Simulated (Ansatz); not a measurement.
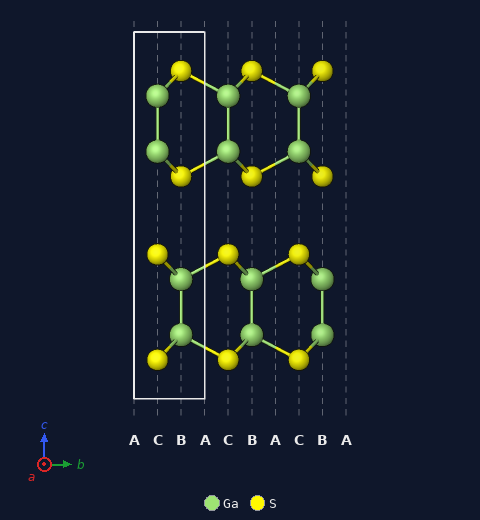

Projection along an edge of the hexagonal mesh, stacking direction c upwards. The dashed lines mark the three columns A (0, 0), B (1/3, 2/3) and C (2/3, 1/3). The sequence starts with the first layer at or above the cell's origin.

The compound is GaS, taken as the end point of a relaxation with DFT PBEsol, scalar-relativistic, plane waves, PAW (Ansatz).

Q: List the layers of one repeat.

A: S(C) – Ga(B) – Ga(B) – S(C) – S(B) – Ga(C) – Ga(C) – S(B) (eight layers in 16.03 Å).

Heights of the layers:

```csv
layer,atoms (column),height (Å),to next (Å)
1,S(C),1.70,1.09
2,Ga(B),2.79,2.44
3,Ga(B),5.23,1.09
4,S(C),6.31,3.41
5,S(B),9.72,1.09
6,Ga(C),10.81,2.44
7,Ga(C),13.24,1.09
8,S(B),14.33,3.41
```
